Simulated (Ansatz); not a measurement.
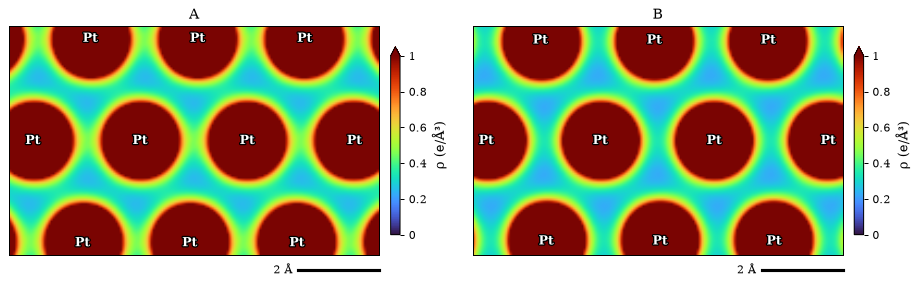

Pt. The valence electron density of two cells that differ in size and shape, on the (010) plane of each (indices in the axes of the calculation cell), at one length scale and on one colour scale; one has 15.2 and the other 16.4 Å³ an atom.

Method: Ansatz, DFT LDA, scalar-relativistic, plane waves, PAW.

**Which is the denser cell? Describe the effect of the change.**

Panel A is the smaller cell, by 7 % in volume. From the larger cell to the smaller, Pt–Pt goes from 2.83 to 2.66 Å, and the density at its midpoint from 0.34 to 0.45 e/Å³; the pressure goes from −24 to −6 GPa.
